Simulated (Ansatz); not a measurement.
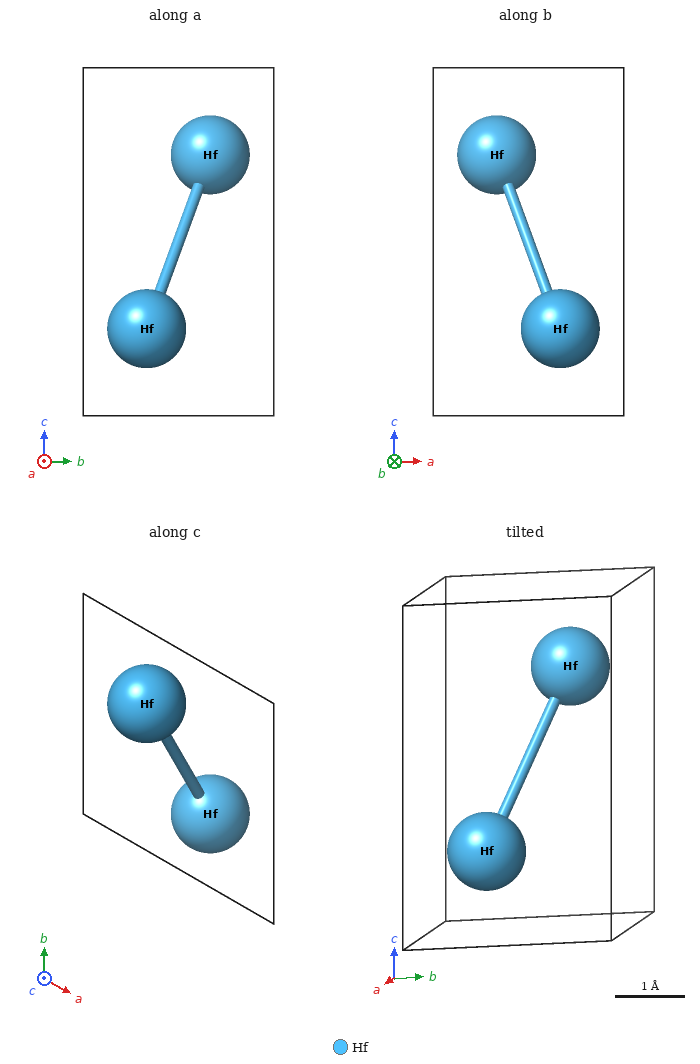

Crystal structure, ball-and-stick style, seen along the a axis, along the b axis, along the c axis and slightly off an axis. The lines enclose the conventional unit cell; boundary atoms appear with their images.

Lattice parameters: a = 3.200 Å, b = 3.200 Å, c = 5.049 Å, α = 90.00°, β = 90.00°, γ = 120.00°. Put a along x and b in the xy plane.

> From the views, write a POSCAR file.

```
Hf
1.0
     3.200    0.000    0.000
    -1.600    2.772    0.000
     0.000    0.000    5.049
Hf
2
Direct
  0.3333 0.6667 0.7500
  0.6667 0.3333 0.2500
```

The model was built from the standard structure of this element. The cell was then strained or its atoms displaced on purpose. It was relaxed at fixed volume with DFT r2SCAN, scalar-relativistic, plane waves, PAW (Ansatz).
